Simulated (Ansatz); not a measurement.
## Run report: SiC, single-point calculation (part 2 of 2)

SiC (slab, 24 atoms in the cell); DFT PBE+D3(BJ), scalar-relativistic, plane waves, PAW, no spin polarisation (Ansatz 0.2.0); cutoff 420 eV, 3×3×1 k-mesh, Gaussian smearing of 0.05 eV. The structure derives from an entry of the Crystallography Open Database. It belongs to a series of runs on one base structure; here: the slab at its places in the relaxed adsorbed structure.

Geometry of the input (Å; fractional positions):
```
6.1500  0.0000  0.0000
-3.0750  5.3261  0.0000
0.0000  0.0000  26.1902
C  0.5000  0.0000  0.3055
C  0.5000  0.5000  0.3055
C  0.0000  0.0000  0.3055
C  -0.0000  0.5000  0.3055
Si 0.1667  0.8333  0.3294
Si 0.1667  0.3333  0.3294
Si 0.6667  0.8333  0.3294
Si 0.6667  0.3333  0.3294
C  0.6667  0.8333  0.4013
C  0.6667  0.3333  0.4013
C  0.1667  0.8333  0.4013
C  0.1667  0.3333  0.4013
Si 0.3302  0.6647  0.4253
Si 0.3363  0.1655  0.4258
Si 0.8329  0.6685  0.4233
Si 0.8340  0.1675  0.4254
C  0.8344  0.6769  0.4942
C  0.8391  0.1696  0.4977
C  0.3185  0.6546  0.4976
C  0.3487  0.1605  0.5007
Si 0.4982  0.4982  0.5178
Si 0.5124  -0.0206  0.5248
Si -0.0178  0.5009  0.5226
Si 0.0139  0.0100  0.5196
```

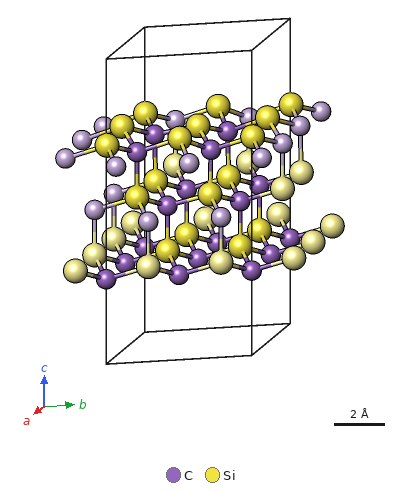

Figure 1. The structure (ball-and-stick view of the cell of the calculation, with the vacuum cut short, seen slightly off an axis; neighbours outside the cell are drawn fainter).

### Output, continued
```
--- Per-component energies (eV) ---
  E_band       = -696.973788
  E_kinetic    = 1590.811288
  E_local      = -58518.109038  (includes V_loc(G=0)·N_el)
  E_nonlocal   = 628.090325
  E_hartree    = 28499.144283
  E_xc         = -1250.214257
  E_vxc        = -1290.670770  (∫ρ·V_xc dr)
  E_paw        = -7341.137067  (= ΣΔE_a)
  E_vpaw       = -105.786992  (= ΣTr[D̂ρ^β])
  E_aug_tail   = 0.000150  (compensation charges beyond the density's cutoff)
  E_efield     = 0.015191  (sawtooth field / dipole correction)
  E_vefield    = 0.393494  (∫n·V_field dr)
  E_ewald      = 25761.877492
  E_disp       = -5.503561  (pairwise vdW)
  E_smearing   = -0.013610  (= −TS)
  E_closure    = -0.000000  (closes the sum)
  Σ components = -10635.038803   (vs F -10635.038803, Δ=0.00e0)
--- Forces (eV/Å), atoms counted from 1 ---
  atom   1  C     -0.05725691     0.03204998     2.21358691
  atom   2  C      0.07886524     0.00981278     2.17277807
  atom   3  C      0.02576626    -0.08349446     2.17409826
  atom   4  C     -0.02414714     0.03018524     2.18969969
  atom   5  Si    -0.00996597    -0.01984983    -3.05069693
  atom   6  Si    -0.01025355    -0.01031029    -2.98776735
  atom   7  Si     0.01536004    -0.00058431    -3.08740250
  atom   8  Si     0.02702302     0.01588361    -3.04465411
  atom   9  C     -0.55027584     0.19653496     1.05535945
  atom  10  C      0.13555132    -0.05812224     1.16892031
  atom  11  C      0.14183669     0.11819038     1.12382010
  atom  12  C      0.26432834    -0.25779907     1.28002945
  atom  13  Si     0.14352579     0.02965673    -0.79905310
  atom  14  Si    -0.24699534     0.07544203    -0.50053890
  atom  15  Si     0.11551795    -0.10125625    -0.78766011
  atom  16  Si     0.06731294    -0.04097405    -0.84964140
  atom  17  C     -0.37435035    -0.07270316     1.82499426
  atom  18  C      0.14534056    -0.13567696     0.88714558
  atom  19  C      0.26666823    -0.15542479     0.94405905
  atom  20  C      0.02350659     0.03907096     0.44729345
  atom  21  Si     0.40873776     0.36868807    -0.62855924
  atom  22  Si    -0.85270496     0.68860640    -0.50087866
  atom  23  Si     0.68053461     0.08977165    -0.56854127
  atom  24  Si    -0.41392579    -0.75769714    -0.67619013
  max |Σ_I F_I| component: 2.01e-4 eV/Å
--- Band table (eV; the first three rows and the last of 5) ---
  k-point 0: bands = ["-17.0134", "-15.6153", "-13.8258", "-13.7776", "-13.7557", "-13.6483", "-13.1109", "-13.0741", "-13.0105", "-11.2698", "-11.2406", "-11.2264", "-10.1371", "-10.1235", "-10.0464", "-9.2925", "-9.2429", "-9.2261", "-9.1170", "-8.1693", "-8.1682", "-8.1541", "-5.8909", "-5.7270", "-5.6917", "-5.5806", "-4.9844", "-4.9230", "-4.8803", "-4.7186", "-4.6955", "-4.6734", "-3.9931", "-3.9269", "-3.9029", "-3.0609", "-3.0144", "-2.4489", "-2.4310", "-2.4189", "-2.4175", "-2.3977", "-2.0056", "-1.2691", "-1.1893", "-1.1617", "-0.9973", "-0.9945", "-0.9872", "-0.9219", "-0.9209", "-0.6217", "0.7696", "0.8344", "0.8542", "2.1471", "2.2273", "2.2818", "3.1836", "3.2185", "3.2312", "3.2945", "3.5674", "4.2213", "4.3440", "4.4084", "4.4891", "4.5772", "5.2012", "5.2275", "5.3307", "5.4132"]
  k-point 1: bands = ["-16.5413", "-15.2005", "-15.1587", "-14.0714", "-14.0252", "-13.9127", "-13.2109", "-13.0527", "-13.0125", "-12.0056", "-11.1939", "-11.1720", "-9.5163", "-9.4312", "-8.8775", "-8.8443", "-8.7999", "-8.7109", "-7.9930", "-7.4619", "-7.4449", "-6.7649", "-6.4335", "-6.3820", "-5.9003", "-5.8298", "-5.7088", "-5.6411", "-5.4746", "-5.4031", "-4.8493", "-4.5613", "-4.3814", "-4.3629", "-4.3302", "-4.2620", "-3.6664", "-3.6123", "-3.5624", "-3.5426", "-2.8599", "-2.7183", "-2.1041", "-1.5445", "-1.3697", "-1.3642", "-1.1889", "-1.0740", "-0.7980", "-0.7347", "-0.6610", "-0.5145", "1.3587", "2.1077", "2.1824", "2.7495", "3.1284", "3.2907", "3.4484", "3.7231", "4.0432", "4.1254", "4.1742", "4.2982", "4.4645", "4.8042", "4.8407", "4.9485", "5.3323", "5.4293", "5.6715", "5.8112"]
  k-point 2: bands = ["-16.5412", "-15.1995", "-15.1612", "-14.0689", "-14.0264", "-13.9130", "-13.2112", "-13.0473", "-13.0142", "-12.0058", "-11.1959", "-11.1697", "-9.5183", "-9.4456", "-8.8811", "-8.8524", "-8.7942", "-8.7015", "-7.9895", "-7.4614", "-7.4483", "-6.7607", "-6.4203", "-6.3815", "-5.8966", "-5.8279", "-5.7053", "-5.6449", "-5.4663", "-5.4136", "-4.8418", "-4.5695", "-4.3798", "-4.3671", "-4.3299", "-4.2518", "-3.6763", "-3.6203", "-3.5558", "-3.5482", "-2.8662", "-2.7183", "-2.1047", "-1.5449", "-1.3677", "-1.3625", "-1.1798", "-1.0853", "-0.7924", "-0.7457", "-0.6619", "-0.5165", "1.3629", "2.1126", "2.1860", "2.7502", "3.1289", "3.3133", "3.4253", "3.7316", "4.0274", "4.1433", "4.1628", "4.2998", "4.4729", "4.8017", "4.8454", "4.9606", "5.3234", "5.4223", "5.6637", "5.7563"]
  k-point 4: bands = ["-16.5421", "-15.2226", "-15.1382", "-14.0594", "-14.0201", "-13.9213", "-13.2112", "-13.0594", "-13.0058", "-12.0058", "-11.1853", "-11.1822", "-9.5201", "-9.4679", "-8.8863", "-8.8404", "-8.8104", "-8.6923", "-7.9753", "-7.4579", "-7.4428", "-6.7648", "-6.4317", "-6.3664", "-5.8878", "-5.8026", "-5.7170", "-5.6437", "-5.4557", "-5.3975", "-4.8288", "-4.5946", "-4.3825", "-4.3646", "-4.3461", "-4.2525", "-3.7063", "-3.6132", "-3.5633", "-3.5546", "-2.8672", "-2.7182", "-2.1039", "-1.5420", "-1.3748", "-1.3664", "-1.1753", "-1.1000", "-0.8246", "-0.7139", "-0.7062", "-0.4357", "1.3589", "2.1381", "2.2019", "2.7435", "3.1767", "3.2919", "3.3912", "3.7307", "3.9848", "4.0927", "4.2289", "4.3508", "4.4655", "4.7944", "4.8612", "4.9356", "5.2707", "5.4247", "5.5843", "5.8763"]
```

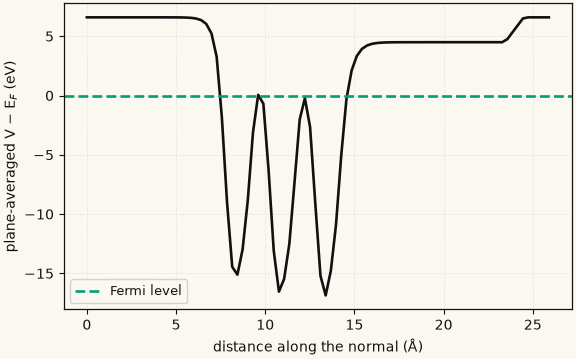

Figure 2. Plane average of the electrostatic potential energy of an electron across the cell, from the Fermi level. The vacuum level lies 4.50 eV above the Fermi level on the upper side and 6.59 eV on the lower.

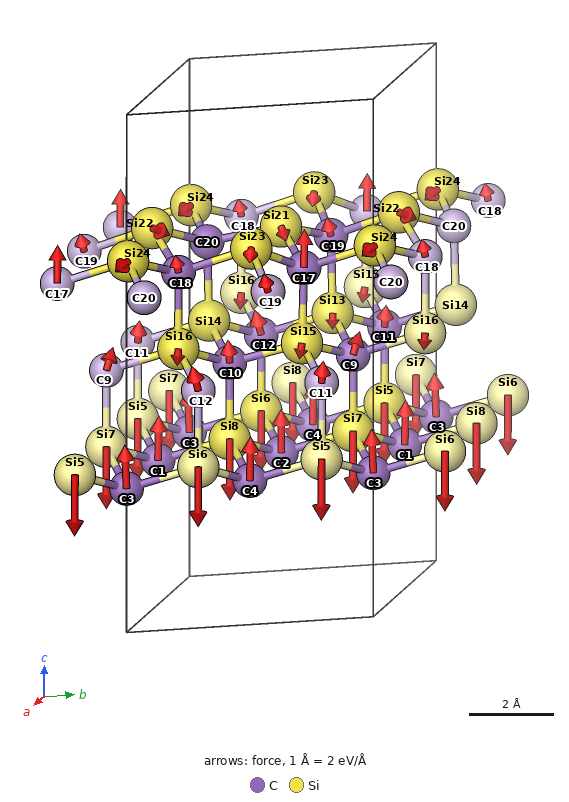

Figure 3. Forces on the atoms as red arrows (ball-and-stick view of the cell of the calculation, with the vacuum cut short, seen slightly off an axis; neighbours outside the cell are drawn fainter; atoms are numbered from 1 in the order of the input). The largest act on Si7 (3.09 eV/Å); Si5 (3.05 eV/Å); Si8 (3.04 eV/Å); Si6 (2.99 eV/Å), among others. The geometry is not a stationary point of this energy.

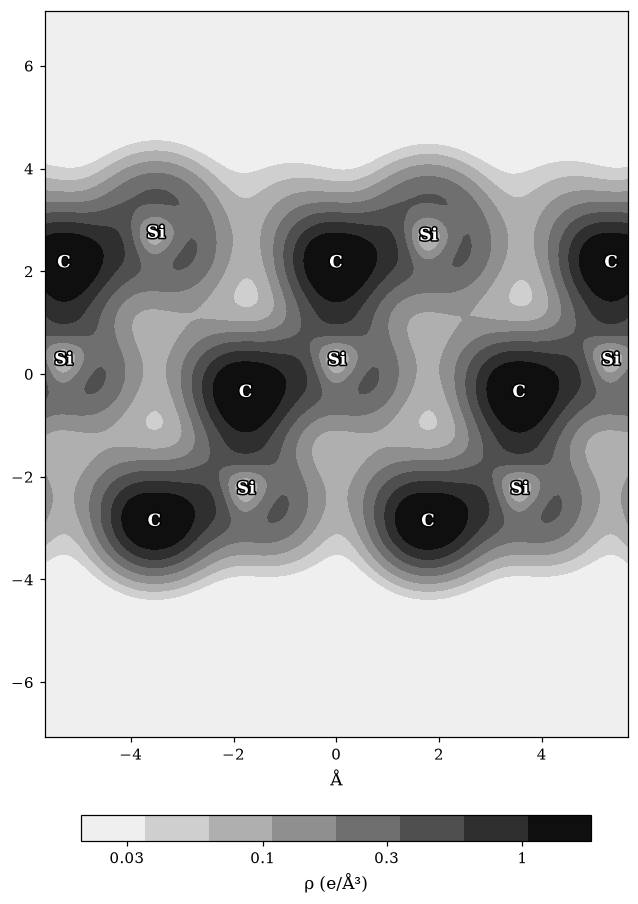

Figure 4. Valence charge density (pseudo) on the (110) plane of the calculation cell, a cut from vacuum to vacuum. The plane passes through C and Si nuclei. Si–C (1.88 Å): ρ is about 0.89 e/Å³ halfway. Si–C (1.88 Å): the density is about 0.89 e/Å³ at the midpoint. The density dies away to nearly zero in the vacuum. Core electrons are frozen (PAW), so the fields are smoothed inside the atomic spheres.

### Results in brief

- outcome: converged
- electrons treated: 96
- free energy: −10635.0388 eV
- work function, top face: 4.50 eV
- work function, bottom face: 6.59 eV
- Fermi energy: −0.974 eV
- gap on the k-point mesh: none (metallic)
- work function (upper face): 4.50 eV
- largest force (length of the vector): 3.087 eV/Å
- wall time: 33 s (CPU time 65 s)
- peak memory: 1.1 GiB
